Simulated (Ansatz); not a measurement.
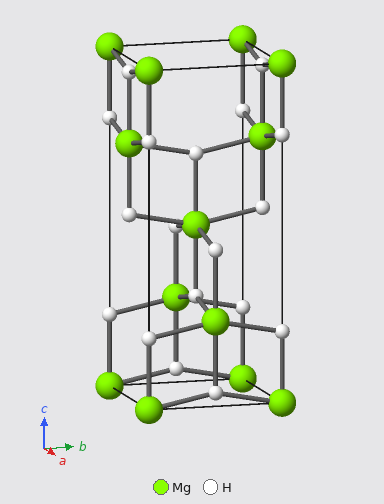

View slightly off an axis, drawn as a ball-and-stick model. The wireframe shows the conventional unit cell. Cell: a = 3.81 Å, b = 3.81 Å, c = 9.46 Å, α = 90.00°, β = 90.00°, γ = 90.00°.

Provenance: a structure type filled with these elements by a generator (whether the compound takes this form wasn't checked). Earlier steps of the study may have refined or changed the cell and positions. It went into a calculation with Ansatz.

What structure is drawn here?

The stoichiometry is MgH₂. The lattice is body-centred tetragonal and the space group I4_1/amd (No. 141). The cell has 12 atoms, namely 4 Mg, 8 H. Mg bonds to six H in a distorted octahedral arrangement at about 1.9 Å. The H atoms are each bonded to three Mg at about 1.9 Å. The bonds build a three-dimensional framework.

Computational set-up: DFT r2SCAN, scalar-relativistic, plane waves, PAW (Ansatz 0.2.0), a cutoff energy of 500 eV, k-points about 0.29 Å⁻¹ apart, Gaussian smearing of 0.02 eV, no spin polarisation.

How large a gap does the method give, if there is one?

An insulator at this level, with a gap of 4.08 eV, indirect.

What net charge does each kind of atom have (Bader)?

Mg +1.68 e; H -0.84 e.

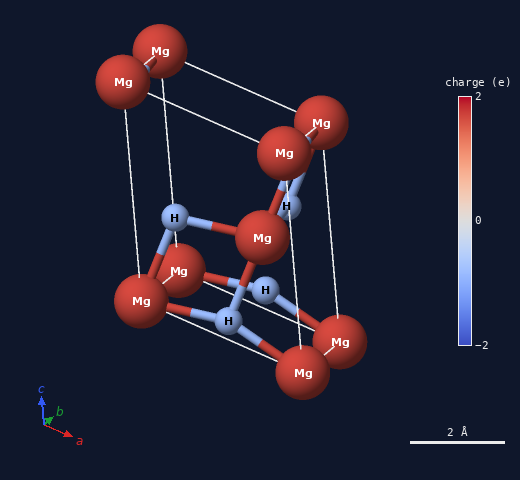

The atoms coloured by those charges. The run's cell of 6 atoms is drawn in a reduced setting, so axes and origin can differ from the first picture.

Has the structure come to rest?

No. The largest force is 0.02 eV/Å. The pressure is -1.0 GPa, so the cell would contract.
